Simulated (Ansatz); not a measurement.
# NaCl: what the fields show

```
Na Cl
1.0
     6.17455    0.00000    0.00000
     0.00000    0.00000   -6.17455
     0.00000    6.17455    0.00000
Na Cl
4 4
Cartesian
  3.0873 0.0000 -3.0873
  0.0000 3.0873 -3.0873
  0.0000 0.0000 0.0000
  3.0873 3.0873 0.0000
  1.5436 1.5436 -4.6309
  4.6309 4.6309 -4.6309
  4.6309 1.5436 -1.5436
  1.5436 4.6309 -1.5436
```

Space group F-43m; started from the zincblende prototype, which need not be the ambient phase.

These are results of DFT, LDA, plane waves, PAW (Ansatz), not measurements.

In a PAW calculation such maps are meaningful between the atoms, not at the nuclei.

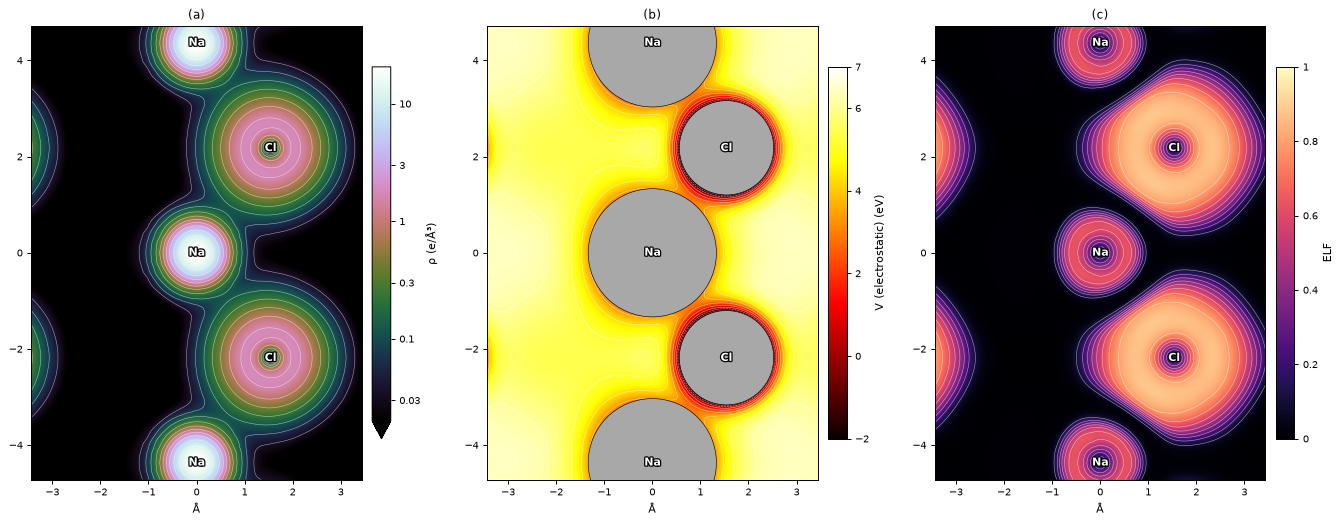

Figure 1. (a) valence electron density; (b) electrostatic potential energy of an electron; (c) electron localisation function on the (101) plane of the conventional cell. Grey discs cover the atomic cores in the potential map.

Question: Describe what can be read from this map.

Answer: The plane passes through Na and Cl nuclei.
Na–Cl (2.67 Å): ρ at the midpoint is about 0.19 e/Å³; the ELF peaks at about 0.90 in the valence shell of Cl, 0.8 Å from its nucleus, and falls to about 0 next to Na; a closed-shell, largely ionic contact.
Between the atoms the lowest density in this plane is 0.003 e/Å³.
The features right at Na lie inside the PAW spheres, where the map follows smoothed inner orbitals and isn't to be read closely.
Outside the cores the potential energy rises away from the atoms and is highest about 2.6 Å from the nearest atoms; its zero is arbitrary.

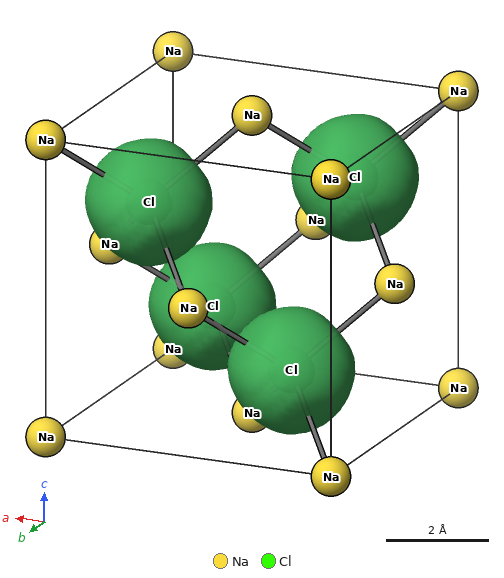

Figure 2. Isosurface of the ELF at 0.75 (green), seen at an oblique angle. Core shells and regions of very low density are left out. Sticks mark near contacts.

Question: What do the ELF domains correspond to?

Answer: The surface consists of four regions wrapped around Cl (the valence shell of each), counted in one cell of 8 atoms. Regions shared between cells count once.

Question: Does the calculation make it a metal, or give it a gap?

Answer: It is gapped, with a Kohn–Sham gap of 4.5 eV on the k-point mesh (the band edges may lie off the mesh, which would make the gap smaller).
